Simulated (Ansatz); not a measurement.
# Quasiparticle gap of GeH6CI3N (CH3NH3GeI3), part 2 of 3

Aim: the quasiparticle gap of GeH6CI3N (CH3NH3GeI3), starting from PBEsol.

Ansatz 0.2.0; PBEsol, then G0W0 on it, plane waves, PAW. Known limits of the many-body steps: finite bands, screening cutoff and k mesh; no spin-orbit coupling in G0W0.

So far. Step 2 (Relaxation): The program's warnings for this run: band table not solved further.

The structure was built from a prototype and need not be the compound's stable phase.

**3. The PBEsol band structure**

Levels along a band path and on the mesh show where this functional puts the band edges.

This step: DFT, PBEsol, plane waves, PAW; PAW set soft_1.

input.yaml reads:

```yaml
crystal:
  lattice:
    - [5.8630711863, 0.2896105377, 0.0618450382]
    - [0.2896105377, 5.9414246786, 0.091408338]
    - [0.0618450382, 0.091408338, 5.8648889541]
  atoms:
    - { symbol: C, position: [0.9282061927, 0.9134021167, 0.9846224898] }
    - { symbol: "N", position: [0.0764546859, 0.097646897, 0.0085587277] }
    - { symbol: H, position: [1.0369851614, 0.7531233599, 0.9706938083] }
    - { symbol: H, position: [0.1852165616, 1.1105705405, 0.8665654291] }
    - { symbol: H, position: [0.8263853188, -0.0529096915, 0.8300969694] }
    - { symbol: H, position: [-0.0210627329, 0.2520612321, 0.0249310054] }
    - { symbol: H, position: [0.8144927943, -0.0929478115, 0.1354900582] }
    - { symbol: H, position: [0.1790586382, 1.0723934485, 0.1523746068] }
    - { symbol: Ge, position: [0.518690855, 0.5164188802, 0.5307891582] }
    - { symbol: I, position: [0.5149504902, 0.4698515314, 0.0010197888] }
    - { symbol: I, position: [0.4459210691, -0.0168305148, 0.5019309052] }
    - { symbol: I, position: [-0.0151168563, 0.4764345857, 0.4926325186] }
kpoints:
  mp_grid: { grid: [4, 4, 4] }
  band_path:
    path:
      - [[0.0, 0.0, 0.0], [0.5, 0.0, 0.0], [0.5, 0.5, 0.0], [0.0, 0.0, 0.0], [0.5, 0.5, 0.5], [0.5, 0.0, 0.0]]
      - [[0.5, 0.5, 0.0], [0.5, 0.5, 0.5]]
    npoints: 10
hamiltonian:
  xc: pbesol
  pseudopotentials: { kind: paw, azcp: { folder: soft_1 }, xc_functional: pbe }
scf:
  occupations: { method: fermi_dirac, width: 0.02 }
  n_extra_bands: 8
output:
  eigenvalues: true
  forces: true
  stress: true
  write_density: true
  write_potential: true
  elf: true
  volumetric_format: npy
```

Run with:

```console
$ ansatz run input.yaml --threads 2 --pin off --max-ram 92160MiB --backend cuda --events-out ev --progress --plain --runs-dir out --devices 1 --max-vram 13GiB
```

Numbers of over 12 decimals in the logs are rounded to 6 here.

The log of the run:

```text
[...]
GPUs: using 1 of 1 available (devices: 1).
[...]
GPU FFT provider: cuFFT
GPU libraries: cuBLAS 13.8.2, cuFFT 12.4.0, cuSOLVER 12.3.4
Crystal: 12 atoms, lattice volume = 203.743 Å³
Basis set: ecut = 420 eV, 3977 PW (Γ), exchange–correlation on 80×80×80 points (8 copies of the dense FFT grid, shifted against one another)
Bands: 48, of which v1, the nominal top of the filled ones, is band 40 counted from 1 (39 counted from 0)
Symmetry: 1 space group operations
[...]
k-points: 36 of 64 (time reversal used)
[...]
GPU buffer pool allocated for 64000 grid points (all kernels)
[...]
SCF iter   1: F=—  HF=-27276.715306 eV  |F-HF|=—  |Δ(HF+E_count)|=         —  Δρ=6.61e-2  dr2=9.56e0  ethr=3.10e-3  ⟨swp⟩=8.8  Hψ=7741  notcnv=0
[...]
SCF iter  10: F=-27273.652929 eV  HF=-27273.652929 eV  |F-HF|=1.25e-8  |Δ(HF+E_count)|=   2.17e-7  Δρ=2.04e-6  dr2=1.31e-8  ethr=1.25e-10  ⟨swp⟩=21.9  Hψ=16355  notcnv=0
SCF 1 converged in 10 iterations: F = -27273.652929 eV  dr2 = 1.31e-8
[...]
NSCF: frozen V_eff on 62 k-points
SCF converged after 10 iterations
Free energy (F): -27273.652929 eV
[...]
Internal energy: -27273.652929 eV  (E = F + TS)
E sigma→0 (E₀):  -27273.652929 eV
Fermi energy:    5.423878 eV
[...]
--- Forces (eV/Å), atoms counted from 1 ---
  atom   1  C      0.00036857    -0.00437477     0.00469769
  atom   2  N      0.00674357     0.00108809    -0.01533160
  atom   3  H     -0.00585760     0.00800595     0.00104007
  atom   4  H     -0.00666371     0.00210843     0.01141642
  atom   5  H     -0.00226808    -0.00384213     0.00182690
  atom   6  H      0.00325873    -0.00289965     0.00036099
  atom   7  H      0.00360595    -0.00106042    -0.00850752
  atom   8  H      0.00482793     0.00418300     0.00127144
  atom   9  Ge    -0.00498447     0.00043760    -0.00262811
  atom  10  I     -0.00119172    -0.00185060     0.00126471
  atom  11  I     -0.00309524     0.00140553     0.00306746
  atom  12  I      0.00525024    -0.00318594     0.00150568
  max |Σ_I F_I| component: 1.59e-5 eV/Å
--- Stress (GPa, compression-positive) ---
        1.098893       0.011909       0.002785
        0.011909       1.092641       0.007782
        0.002785       0.007782       1.087258
  P = ⅓ Tr σ = 1.0929 GPa (10.929 kbar)
--- Band table (eV; the first three rows and the last of 36) ---
  k-point 0: bands = [... 36 lower, 3.2729, 3.3070, 3.4216, 3.6635, 8.0161, 8.4433, 8.9632, 9.0771, ... 4 higher]
  k-point 1: bands = [... 36 lower, 3.0389, 3.1625, 3.4475, 3.6234, 8.1337, 8.4292, 8.7527, 9.3946, ... 4 higher]
  k-point 2: bands = [... 36 lower, 3.1001, 3.2550, 3.5633, 3.9046, 6.5471, 8.4304, 9.4532, 9.7685, ... 4 higher]
  k-point 35: bands = [... 36 lower, 3.7258, 3.9662, 3.9844, 4.9897, 5.8582, 5.9510, 6.2015, 8.7639, ... 4 higher]
```

Run time: 12 s. Hardware: 1 × NVIDIA H100 80GB HBM3 (shared by 6 runs) with 2 threads of AMD EPYC 7R13 (Zen 3), shared host; peak memory 1.1 GiB.

In the SCF lines HF is the Harris–Foulkes energy and dr2 the Hartree energy of the density residual, in eV; the loop may stop once dr2 is under the threshold and the program's other checks hold. Hψ counts applications of the Hamiltonian.

Numbers from this step:

* pressure: 1.093 GPa
* filled bands: 40
* gap: 0.8422 eV
* valence top at: R
* conduction bottom at: k = (0.500, 0.500, 0.450)
* least direct gap: 0.8685 eV

Over mesh and path the gap is 0.842 eV, from k = (0.500, 0.500, 0.500) to k = (0.500, 0.500, 0.450). The least direct gap found is 0.869 eV, at k = (0.500, 0.500, 0.500). On the 4×4×4 mesh alone the same run gives 0.869 eV, so that mesh misses an edge of PBEsol: 0.869 − 0.842 = +0.027 eV.

The electronic bands at the labelled points (eV, zero at the top of the highest nominally filled band):

```tsv
point	band 37	band 38	band 39	band 40	band 41	band 42	band 43	band 44
Γ	-1.72	-1.68	-1.57	-1.33	3.03	3.45	3.97	4.09
X	-2.08	-1.79	-1.62	-0.97	1.68	3.82	3.95	4.61
M	-2.09	-1.98	-0.95	-0.53	1.24	1.60	4.50	4.59
Γ	-1.72	-1.68	-1.57	-1.33	3.03	3.45	3.97	4.09
R	-1.26	-1.02	-1.01	0.00	0.87	0.96	1.21	3.77
X	-2.08	-1.79	-1.62	-0.97	1.68	3.82	3.95	4.61
jump to M	-2.09	-1.98	-0.95	-0.53	1.24	1.60	4.50	4.59
R	-1.26	-1.02	-1.01	0.00	0.87	0.96	1.21	3.77
```

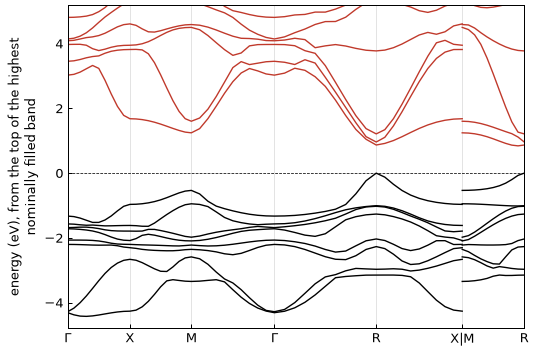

Electronic bands along the path; lines of filled and empty bands in two colours.

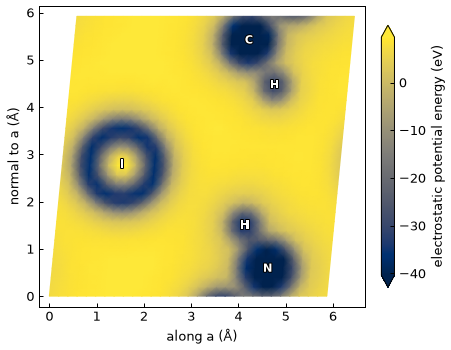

Electrostatic potential energy in the ab plane at fractional z = 0.001, with atoms of C and N and H and I within 0.2 Å of it. With pseudopotentials it is smooth inside the atoms' cores, unlike the true potential. The map starts off the cell's origin, so that atoms lie inside it.

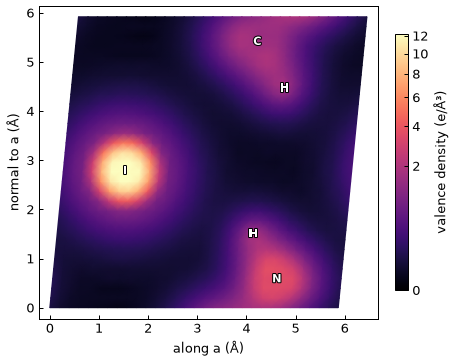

Valence density in the ab plane at fractional z = 0.001, with atoms of C and N and H and I within 0.2 Å of it. It is the smooth field of the valence electrons, not physical close to the nuclei. The map starts off the cell's origin, so that atoms lie inside it. The colour scale is stretched toward low values.

**4. One-shot GW**

G0W0 replaces the xc potential by a self-energy built once from the orbitals of the start. Levels are corrected in the window of bands that the input names, at points of the mesh.

This step: G0W0 on PBEsol, plane waves, PAW; PAW set soft_1.

input.yaml, as its differences from that of step 3:

```diff
@@ -20,7 +20,2 @@
   mp_grid: { grid: [4, 4, 4] }
-  band_path:
-    path:
-      - [[0.0, 0.0, 0.0], [0.5, 0.0, 0.0], [0.5, 0.5, 0.0], [0.0, 0.0, 0.0], [0.5, 0.5, 0.5], [0.5, 0.0, 0.0]]
-      - [[0.5, 0.5, 0.0], [0.5, 0.5, 0.5]]
-    npoints: 10
 hamiltonian:
@@ -29,11 +24,8 @@
 scf:
-  occupations: { method: fermi_dirac, width: 0.02 }
-  n_extra_bands: 8
-output:
-  eigenvalues: true
-  forces: true
-  stress: true
-  write_density: true
-  write_potential: true
-  elf: true
-  volumetric_format: npy
+  occupations: { method: fixed }
+gw:
+  n_empty_bands: 685
+  ecut_chi: 130.0
+  qp_bands: [v4, c4]
+  qp_kpoints: band_edges
+  screening: { model: contour_deformation }
```

The log of the run:

```text
GPUs: using 1 of 1 available (devices: 1).
[...]
GPU FFT provider: cuFFT
GPU libraries: cuBLAS 13.8.2, cuFFT 12.4.0, cuSOLVER 12.3.4
Crystal: 12 atoms, lattice volume = 203.743 Å³
Basis set: ecut = 420 eV, 3977 PW (Γ)
Bands: 52, of which v1, the nominal top of the filled ones, is band 40 counted from 1 (39 counted from 0)
Symmetry: 1 space group operations
[...]
k-points: 36 of 64 (time reversal used)
[...]
GPU buffer pool allocated for 64000 grid points (all kernels)
[...]
SCF iter   1: F=—  HF=-27276.715528 eV  |F-HF|=—  |Δ(HF+E_count)|=         —  Δρ=6.60e-2  dr2=9.55e0  ethr=3.10e-3  ⟨swp⟩=5.0  Hψ=6426  notcnv=0  defer=316
[...]
SCF iter  10: F=-27273.652954 eV  HF=-27273.652954 eV  |F-HF|=1.10e-8  |Δ(HF+E_count)|=   1.56e-7  Δρ=1.65e-6  dr2=9.41e-9  ethr=1.25e-10  ⟨swp⟩=16.6  Hψ=10212  notcnv=0
SCF 1 converged in 10 iterations: F = -27273.652954 eV  dr2 = 9.41e-9
[...]
the band table was solved once the SCF had ended and its energy, with any forces and stress, was formed, with the checks that follow a solve (8570 applications of the Hamiltonian). They found nothing against the state; the energy, forces and stress were not computed again (output.eigenvalues in the input reference)
[...]
G₀W₀ screening: q 1/36
[... further progress lines ...]
SCF converged after 10 iterations
Free energy (F): -27273.652954 eV
[...]
Internal energy: -27273.652954 eV  (E = F + TS)
E sigma→0 (E₀):  -27273.652954 eV
Fermi energy:    4.989732 eV
[...]
--- Band table (eV; the first three rows and the last of 36) ---
  k-point 0: bands = [... 36 lower, 3.2729, 3.3070, 3.4216, 3.6635, 8.0161, 8.4433, 8.9632, 9.0771, ... 8 higher]
  k-point 1: bands = [... 36 lower, 3.0389, 3.1625, 3.4476, 3.6234, 8.1337, 8.4293, 8.7527, 9.3946, ... 8 higher]
  k-point 2: bands = [... 36 lower, 3.1001, 3.2550, 3.5633, 3.9046, 6.5471, 8.4304, 9.4533, 9.7685, ... 8 higher]
  k-point 35: bands = [... 36 lower, 3.7258, 3.9662, 3.9845, 4.9897, 5.8582, 5.9510, 6.2015, 8.7639, ... 8 higher]
--- G₀W₀: contour deformation, 7 samples at zero and on the imaginary axis and 2 off it, 64 q-points, 685 empty bands' worth ---
  eigenvalues of the whole cell's RPA ε∞ on this k-mesh (on a slab, of 1 + 4πα/V) = 9.0055, 11.8476, 13.9016; static W/v taken at q = 0 is 0.086783
  gw.qp_kpoints: band_edges: 15 of 36 stored k-points solved, in 1 pass; an edge of the gap read off the rows below is read off those points alone
    valence top: of the k-points left out ik 32 came nearest to being solved in a further pass, in band 40 (counted from 1, as in the quasiparticle table): it holds the edge there only if its correction is more favourable than any solved in that band by at least 0.748 eV; those differ by 0.467 eV
    conduction bottom: of the k-points left out ik 32 came nearest to being solved in a further pass, in band 41 (counted from 1, as in the quasiparticle table): it holds the edge there only if its correction is more favourable than any solved in that band by at least 0.512 eV; those differ by 0.187 eV
    ik  band        ε_KS         Σx   Σc(E_QP)       V_xc       Z   E_QP_lin       E_QP  E_QP is
     0    37      3.2729   -17.1114     2.1326   -14.1901  0.7256     2.4413     2.4842  root
     0    38      3.3070   -17.1038     2.1472   -14.1680  0.7250     2.4749     2.5185  root
     0    39      3.4216   -17.2662     2.0558   -14.4454  0.7275     2.6186     2.6565  root
     0    40      3.6635   -17.3289     1.9616   -14.6012  0.7315     2.8619     2.8975  root
     0    41      8.0161    -5.3770    -3.8287    -9.4992  0.7772     8.3126     8.3096  root
     0    42      8.4433    -7.2050    -4.1866   -11.7351  0.7471     8.7920     8.7868  root
     0    43      8.9632    -5.9234    -4.0765   -10.2655  0.7548     9.2316     9.2289  root
     0    44      9.0771    -4.8050    -3.8991    -8.9459  0.7702     9.3212     9.3190  root
     1    37      3.0389   -16.8607     2.2023   -13.8680  0.7213     2.2034     2.2485  root
     1    38      3.1625   -17.0959     2.0994   -14.2235  0.7255     2.3498     2.3895  root
     1    39      3.4476   -16.9699     1.9122   -14.3296  0.7272     2.6865     2.7195  root
     1    40      3.6234   -17.2265     1.9810   -14.4767  0.7303     2.8177     2.8546  root
     1    41      8.1337    -8.4948    -4.1397   -12.8946  0.7574     8.3993     8.3938  root
     1    42      8.4293    -7.1553    -4.1031   -11.5053  0.7436     8.6792     8.6762  root
     1    43      8.7527    -6.2401    -4.0906   -10.7436  0.7682     9.1717     9.1656  root
     1    44      9.3946    -5.1785    -4.0217    -9.4946  0.7657     9.6921     9.6892  root
     2    37      3.1001   -17.3564     2.2459   -14.3082  0.7237     2.2518     2.2978  root
     2    38      3.2550   -17.1449     2.2356   -14.0885  0.7252     2.3823     2.4343  root
     2    39      3.5633   -17.1383     1.9880   -14.3836  0.7288     2.7602     2.7966  root
     2    40      3.9046   -16.7825     1.1413   -15.1136  0.7365     3.3636     3.3770  root
     2    41      6.5471    -9.0162    -3.6344   -12.8684  0.7445     6.7665     6.7648  root
     2    42      8.4304    -7.3883    -4.1785   -11.8135  0.7336     8.6802     8.6771  root
     2    43      9.4533    -5.2921    -3.9957    -9.6269  0.7717     9.7960     9.7924  root
     2    44      9.7685    -6.0106    -4.2263   -10.6747  0.7635    10.2145    10.2062  root
     9    37      2.9230   -16.6709     2.2966   -13.5751  0.7147     2.0775     2.1238  root
     9    38      3.1011   -17.1037     2.0467   -14.3174  0.7220     2.3313     2.3615  root
     9    39      3.7846   -17.5908     1.9854   -14.8087  0.7365     2.9481     2.9878  root
     9    40      4.5155   -16.4277     0.6994   -15.2683  0.7461     4.0480     4.0556  root
     9    41      6.2284    -9.0349    -3.5070   -12.7396  0.7489     6.4273     6.4260  root
     9    42      6.5281    -8.9428    -3.5728   -12.7042  0.7466     6.7179     6.7168  root
     9    43      9.5675    -6.4854    -4.2756   -11.2863  0.7664    10.1051    10.0929  root
     9    44      9.7686    -8.6518    -4.7301   -13.7079  0.7117    10.0995    10.0946  root
    15    37      3.1177   -16.2213     1.6348   -13.9638  0.7217     2.4786     2.4950  root
    15    38      3.5196   -17.2547     1.9645   -14.5200  0.7319     2.7128     2.7494  root
    15    39      3.6735   -17.2513     1.9402   -14.5462  0.7315     2.8730     2.9087  root
    15    40      3.8072   -17.3510     1.9121   -14.6719  0.7337     3.0051     3.0402  root
    15    41      7.6680    -9.0019    -3.9906   -13.2442  0.7463     7.9215     7.9197  root
    15    42      7.9486    -9.2769    -4.0288   -13.5543  0.7352     8.1995     8.1971  root
    15    43      8.3095    -9.0525    -4.2501   -13.5563  0.7246     8.5661     8.5632  root
    15    44      8.9198    -6.0004    -4.0596   -10.4864  0.7729     9.3521     9.3461  root
[...]
34    41      6.0494    -9.1891    -3.3853   -12.7441  0.7517     6.2199     6.2191  root
    34    42      6.4071    -8.9014    -3.5119   -12.6040  0.7491     6.5990     6.5979  root
    34    43      8.0561    -9.5004    -4.0883   -13.8327  0.7346     8.3028     8.3001  root
    34    44      9.0796    -5.4036    -4.0222    -9.8795  0.7777     9.5409     9.5333  root
    35    37      3.7258   -17.4712     1.9907   -14.6836  0.7356     2.8881     2.9289  root
    35    38      3.9662   -17.5612     1.9283   -14.8553  0.7354     3.1519     3.1886  root
    35    39      3.9845   -17.5962     1.9471   -14.8590  0.7359     3.1553     3.1944  root
    35    40      4.9897   -15.6608     0.0464   -15.3130  0.7539     4.6859     4.6883  root
    35    41      5.8582    -9.4156    -3.1577   -12.6802  0.7518     5.9655     5.9652  root
    35    42      5.9510    -8.8803    -3.4183   -12.4952  0.7539     6.1487     6.1476  root
    35    43      6.2015    -8.6533    -3.4941   -12.3479  0.7528     6.4032     6.4020  root
    35    44      8.7639    -5.1222    -3.9154    -9.4650  0.7821     9.1974     9.1912  root
```

Wall time 4.7 min (1 × NVIDIA H100 80GB HBM3 (shared by 6 runs) with 2 threads); peak memory 5.8 GiB; 6.9 min of CPU time.

Numbers from this step:

```
bands summed                                    : 725
RPA ε∞ on this mesh (eigenvalues)               : 9.005, 11.85, 13.90
plane waves in the screening matrix             : 689
q-points in the mesh                            : 64
G0W0 gap over the corrected points              : 1.277 eV
k of the valence top                            : -0.5, -0.5, -0.5
k of the conduction bottom                      : -0.5, -0.5, -0.5
starting gap on the mesh                        : 0.8685 eV
Z at the valence top                            : 0.7539
Z at the conduction bottom                      : 0.7518
least direct G0W0 gap over the corrected points : 1.277 eV
```

Over 15 of 36 irreducible mesh points the G0W0 gap is 1.277 eV, direct, at k = (-0.500, -0.500, -0.500). The PBEsol gap of this run on the mesh is 0.869 eV. The two states that bound the G0W0 gap lie that far apart at the start, so the correction of the gap is 1.277 − 0.869 = +0.408 eV.

Labels follow the order of the start: v1 is the top filled band, c1 the lowest empty one; levels that stay degenerate share a row, the window can cut a multiplet, doubted levels are not marked in this list, bands outside the window were not corrected, and the list may be a part of the corrected levels. The levels before and after the correction (eV, zero at the valence-band top of each column):

```tsv
	conduction bottom	valence top
Kohn-Sham	0.87	0.00
G0W0	1.28	0.00
```

```tsv
	level	occupation	energy (eV)
Kohn-Sham	(-0.5 -0.5 -0.5) v4	2	-1.264
Kohn-Sham	(-0.5 -0.5 -0.5) v3	2	-1.024
Kohn-Sham	(-0.5 -0.5 -0.5) v2	2	-1.005
Kohn-Sham	(-0.5 -0.5 -0.5) v1	2	0.000
Kohn-Sham	(-0.5 -0.5 -0.5) c1	0	0.869
Kohn-Sham	(-0.5 -0.5 -0.5) c2	0	0.961
Kohn-Sham	(-0.5 -0.5 -0.5) c3	0	1.212
Kohn-Sham	(-0.5 -0.5 -0.5) c4	0	3.774
G0W0	(-0.5 -0.5 -0.5) v4	2	-1.759
G0W0	(-0.5 -0.5 -0.5) v3	2	-1.500
G0W0	(-0.5 -0.5 -0.5) v2	2	-1.494
G0W0	(-0.5 -0.5 -0.5) v1	2	0.000
G0W0	(-0.5 -0.5 -0.5) c1	0	1.277
G0W0	(-0.5 -0.5 -0.5) c2	0	1.459
G0W0	(-0.5 -0.5 -0.5) c3	0	1.714
G0W0	(-0.5 -0.5 -0.5) c4	0	4.503
```

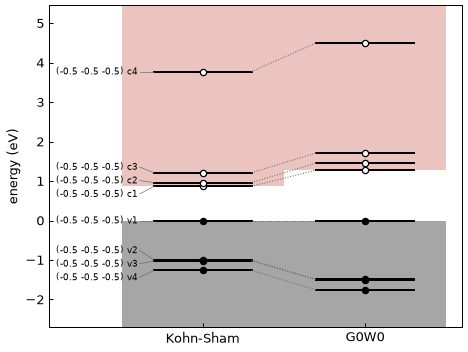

Levels before and after the correction. Shaded: valence and conduction bands. Filled marks are occupied levels, open marks empty ones.

The parts of the quasiparticle energy for the two states that bound the G0W0 gap, in eV on the run's own scale (QP = start + Σx + Σc − Vxc, with Σc at the quasiparticle energy):

```tsv
edge	k	band	start	Σx	Σc	Vxc	Z	QP
valence top	(-0.500, -0.500, -0.500)	40	4.990	−15.661	0.046	−15.313	0.754	4.688
conduction bottom	(-0.500, -0.500, -0.500)	41	5.858	−9.416	−3.158	−12.680	0.752	5.965
```

(Part 2 of 3 ends here.)

[Paths, hosts, dates, memory and timing lines, banners, echoed tables and standing remarks are left out of the program output.]

[Logs are printed without paths, hosts, clocks, repeated set-up lines and the standing remarks that a program may print on its own settings, such as how far it seeks lower states.]

[Runs of the session that timed out or met a known fault of the program may be left out.]

[Cells called generated may have been cut or substituted from an entry of the Crystallography Open Database or the Materials Project.]

[Hosts, paths, dates, database ids (printed as entryN), source tags and the programs' standing remarks are cut or masked in the printed files.]

[Where an RPA ε∞ is given, it is that of the G0W0 mesh and is not shown converged in it. Names of k-points follow the symmetry that the program found, which can be lower than the space group named. Band edges on a path are those of the sampled points; other points can move an edge, and change direct to indirect where valleys lie close.]

[Hybrid gaps are those of their k-mesh and are not shown converged in it.]
